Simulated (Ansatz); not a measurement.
# C (slab): what the fields show

Input

```
crystal:
  lattice:
    - [2.5129226041, 0.0, 0.0]
    - [0.0, 2.5129226041, 0.0]
    - [0.0, 0.0, 25.6614276838]
  atoms:
    - { symbol: C, position: [0.0, 0.0, 0.2922674487] }
    - { symbol: C, position: [0.5, 0.0, 0.3268895406] }
    - { symbol: C, position: [0.5, 0.5, 0.3615116325] }
    - { symbol: C, position: [0.0, 0.5, 0.3961337244] }
    - { symbol: C, position: [0.0, 0.0, 0.4307558162] }
    - { symbol: C, position: [0.5, 0.0, 0.4653779081] }
    - { symbol: C, position: [0.5, 0.5, 0.5] }
    - { symbol: C, position: [0.0, 0.5, 0.5346220919] }
    - { symbol: C, position: [0.0, 0.0, 0.5692441838] }
    - { symbol: C, position: [0.5, 0.0, 0.6038662756] }
    - { symbol: C, position: [0.5, 0.5, 0.6384883675] }
    - { symbol: C, position: [0.0, 0.5, 0.6731104594] }
    - { symbol: C, position: [0.0, 0.0, 0.7077325513] }
basis:
  ecutwfc: 420
kpoints:
  mp_grid: { grid: [11, 11, 1] }
hamiltonian:
  xc: pbesol
scf:
  occupations: { method: gaussian, width: 0.05 }
output:
  forces: true
  eigenvalues: true
  write_density: true
  write_potential: true
  elf: true
  volumetric_format: npy
relax:
  adjacent_minimum: "off"
  f_tol: 0.02
  max_steps: 60
efield:
  axis: 3
  dipole_correction: true
  ramp_width: 0.04
```

Run with:

```sh
ansatz run input.yaml --threads 1 --pin off --max-ram 2560MiB --backend cpu --events-out ev --progress --plain --runs-dir out
```

The fields are those of the relaxed geometry.

Computed with DFT PBEsol, scalar-relativistic, plane waves, PAW (Ansatz 0.2.0).

In a PAW calculation such maps are meaningful between the atoms, not at the nuclei.

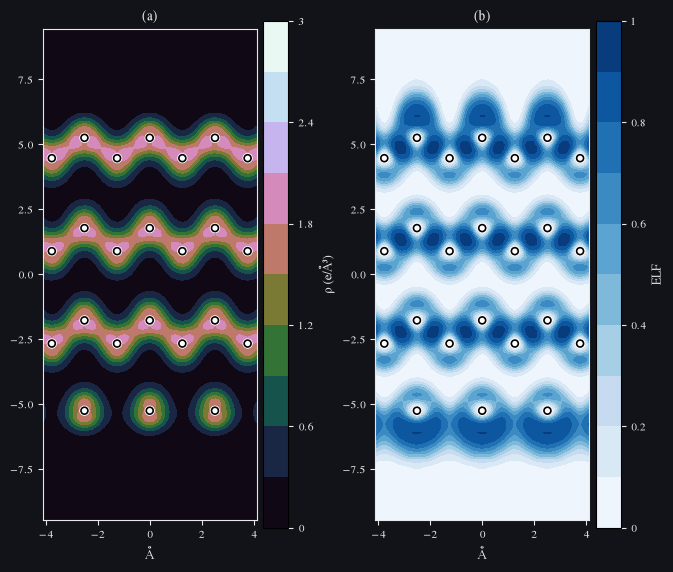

Figure 1. (a) valence electron density; (b) ELF on the (100) plane of the calculation cell, a cut from vacuum to vacuum. Circles mark the nuclei in the plane (C).

What do the fields say about this system?

Answer. The plane passes through C nuclei. C–C (1.48 Å): ρ at the midpoint is about 1.8 e/Å³; the ELF peaks at about 0.95 between the atoms. C–C (1.54 Å): ρ is about 1.6 e/Å³ halfway; the ELF peaks at about 0.95 between the atoms. The density dies away to nearly zero in the vacuum.

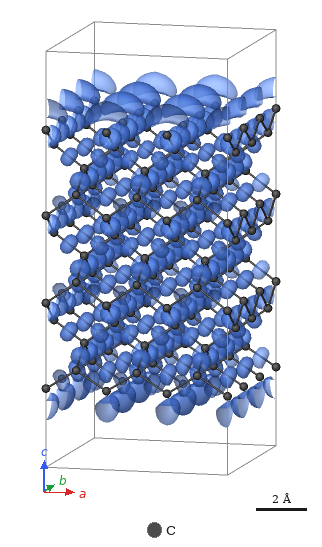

Figure 2. Isosurface of the electron localisation function at 0.8 (blue), seen slightly off an axis. Only the valence region is drawn (cores and ρ < 0.01 e/Å³ removed). Sticks mark near contacts.

Describe the localisation domains.

Answer. At this value the surface marks out 24 regions between bonded C–C atoms and two lobes on C, pointing away from the bonds (lone pairs), counted in one cell of 13 atoms. Counts are for one cell; the picture repeats the cell along the surface.


 C–C (1.53 Å): the ELF peaks at about 0.95 between the atoms.

Does the calculation give a band gap?

Answer. It is gapless in this calculation (a metal or semimetal).
